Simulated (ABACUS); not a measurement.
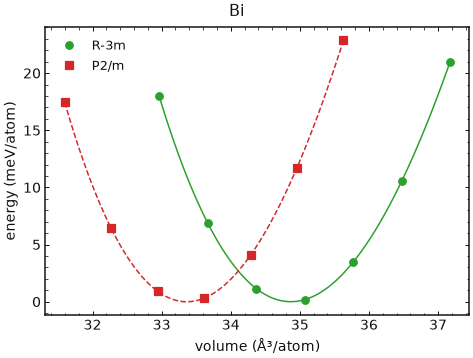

Energy against volume, with one curve for each structure, for Bi. Each energy curve has its own zero, so the curves don't rank the structures.

Settings that differ: R-3m: k mesh 7×7×7; P2/m: k mesh 8×8×4.

The fitted equilibrium volumes, smallest first, are P2/m 33.364, R-3m 34.869 Å³/atom. The fitted bulk moduli, smallest first, are R-3m 49.8, P2/m 53.9 GPa.

Computed with ABACUS 3.10.1: DFT in plane waves or numerical atomic orbitals with pseudopotentials, no spin polarisation; energies at scaled volumes of the given cell, shape and fractions fixed, counted from the fit's minimum, third-order Birch-Murnaghan fit. Level: PBEsol.

- occupations: Fermi–Dirac
- smearing width: 0.05 eV
- potentials: PseudoDojo NC SR 0.4.1 PBEsol standard
- wave cutoff: 898 eV
- density cutoff: 3592 eV

Note: spin-orbit coupling left out, heavy elements; shape and atomic fractions are frozen while scaling, which makes layered, chain and framework solids too stiff.
